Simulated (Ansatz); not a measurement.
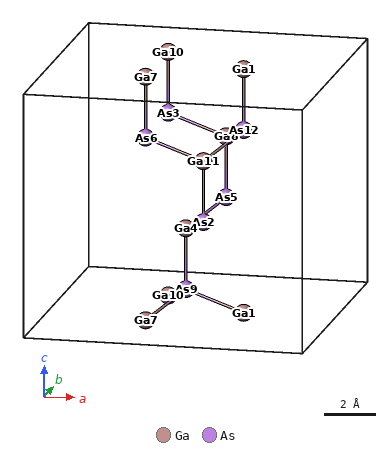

Starting structure of a wire of composition GaAs. A ball-and-stick model of the cell of the calculation, with the vacuum cut short, seen slightly off an axis.

Case: wire along [1 1 1], 12 atoms a period.

The calculation used DFT PBE, scalar-relativistic, plane waves, PAW in Ansatz 0.2.0.

Input file:
```yaml
crystal:
  lattice:
    - [12.5, 0.0, 0.0]
    - [0.0, 13.4, 0.0]
    - [0.0, 0.0, 9.9512979906]
  atoms:
    - { symbol: Ga, position: [0.6407326058, 0.5, 0.0], spin: 0.3 }
    - { symbol: As, position: [0.5469108686, 0.3484104331, 0.4166666667], spin: 0.3 }
    - { symbol: As, position: [0.3592673942, 0.6515895669, 0.75], spin: 0.3 }
    - { symbol: Ga, position: [0.4530891314, 0.5, 0.3333333333], spin: 0.3 }
    - { symbol: As, position: [0.5469108686, 0.6515895669, 0.4166666667], spin: 0.3 }
    - { symbol: As, position: [0.3592673942, 0.3484104331, 0.75], spin: 0.3 }
    - { symbol: Ga, position: [0.3592673942, 0.3484104331, 0.0], spin: 0.3 }
    - { symbol: Ga, position: [0.5469108686, 0.6515895669, 0.6666666667], spin: 0.3 }
    - { symbol: As, position: [0.4530891314, 0.5, 0.0833333333], spin: 0.3 }
    - { symbol: Ga, position: [0.3592673942, 0.6515895669, 0.0], spin: 0.3 }
    - { symbol: Ga, position: [0.5469108686, 0.3484104331, 0.6666666667], spin: 0.3 }
    - { symbol: As, position: [0.6407326058, 0.5, 0.75], spin: 0.3 }
basis:
  ecutwfc: 420
kpoints:
  mp_grid: { grid: [1, 1, 6] }
hamiltonian:
  xc: pbe
scf:
  occupations: { method: gaussian, width: 0.05 }
output:
  forces: true
  stress: true
  eigenvalues: true
  populations: true
  write_density: true
  write_potential: true
  elf: true
  volumetric_format: npy
magnetization:
  spin_polarized: true
relax:
  adjacent_minimum: "off"
  f_tol: 0.02
  max_steps: 45
  cell: { fix: [a, b, alpha, beta, gamma], stress_tol: 0.03 }
```

Command:
```bash
ansatz run input.yaml --threads 4 --pin off --max-ram 11264MiB --backend cpu --events-out ev --progress --plain --runs-dir out
```

> Where does the relaxation end?

Over 19 accepted moves (21 points after the start) the energy falls by 3.920 eV per cell of the calculation. The largest force component goes from 1 to 0.018 eV/Å. The line search rejected the trial step at point 17 of the run. At 1 point the geometry stayed and the basis and grid were re-selected for the new cell (energy shift of 0.8 meV per cell of the calculation at most each time). Ga4 moves most relative to the centre of the atoms: 1.08 Å. Largest moves by element: Ga 1.08 Å, As 1.03 Å. Along the periodic axis the drawn cell goes c 9.951 → 9.792 Å (−1.6 %). Some distances before and after: As3–As6 4.063 → 2.386 Å, As2–Ga4 2.488 → 2.385 Å, Ga4–As9 2.488 → 2.588 Å, As2–Ga11 2.488 → 2.399 Å. New bonds form, among them: As3–As6 (4.06 → 2.39 Å). Among the angles between lasting bonds that change: As2–Ga4–As5 109.5° → 152.0°, Ga8–As12–Ga11 109.5° → 72.6°, Ga7–As6–Ga11 109.5° → 81.0°. The program noted that the starting moments weren't kept.

History of the run:

```json
{"step": "0", "E − E(0), meV/atom": "0.00", "largest force component, eV/Å": "0.9991", "note": ""}
{"step": "1", "E − E(0), meV/atom": "-76.62", "largest force component, eV/Å": "0.9550", "note": ""}
{"step": "2", "E − E(0), meV/atom": "-142.97", "largest force component, eV/Å": "0.7690", "note": ""}
{"step": "3", "E − E(0), meV/atom": "-181.56", "largest force component, eV/Å": "0.6048", "note": ""}
{"step": "4", "E − E(0), meV/atom": "-214.96", "largest force component, eV/Å": "0.5224", "note": ""}
{"step": "5", "E − E(0), meV/atom": "-247.21", "largest force component, eV/Å": "0.9131", "note": ""}
{"step": "6", "E − E(0), meV/atom": "-289.29", "largest force component, eV/Å": "1.1058", "note": ""}
{"step": "7", "E − E(0), meV/atom": "-304.93", "largest force component, eV/Å": "1.2408", "note": ""}
{"step": "8", "E − E(0), meV/atom": "-315.23", "largest force component, eV/Å": "0.2477", "note": ""}
{"step": "9", "E − E(0), meV/atom": "-319.00", "largest force component, eV/Å": "0.1548", "note": ""}
{"step": "10", "E − E(0), meV/atom": "-321.86", "largest force component, eV/Å": "0.1651", "note": ""}
{"step": "11", "E − E(0), meV/atom": "-322.60", "largest force component, eV/Å": "0.1010", "note": ""}
{"step": "12", "E − E(0), meV/atom": "-322.92", "largest force component, eV/Å": "0.0495", "note": ""}
{"step": "13", "E − E(0), meV/atom": "-324.21", "largest force component, eV/Å": "0.1535", "note": ""}
{"step": "14", "E − E(0), meV/atom": "-325.51", "largest force component, eV/Å": "0.1298", "note": ""}
{"step": "15", "E − E(0), meV/atom": "-325.58", "largest force component, eV/Å": "0.2747", "note": ""}
{"step": "16", "E − E(0), meV/atom": "-326.47", "largest force component, eV/Å": "0.0567", "note": ""}
{"step": "17", "E − E(0), meV/atom": "-325.92", "largest force component, eV/Å": "0.0703", "note": "rejected"}
{"step": "18", "E − E(0), meV/atom": "-326.69", "largest force component, eV/Å": "0.0261", "note": ""}
{"step": "19", "E − E(0), meV/atom": "-326.71", "largest force component, eV/Å": "0.0259", "note": ""}
{"step": "20", "E − E(0), meV/atom": "-326.74", "largest force component, eV/Å": "0.0177", "note": ""}
{"step": "21", "E − E(0), meV/atom": "-326.67", "largest force component, eV/Å": "0.0177", "note": "same geometry, new basis"}
```

After the run, drawn alike:

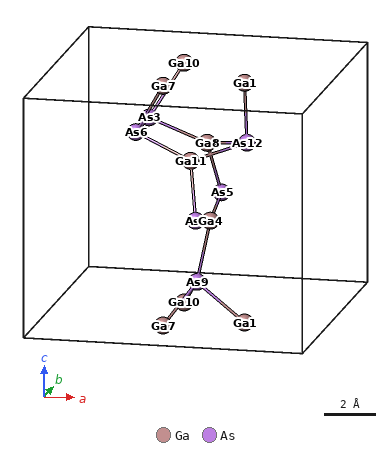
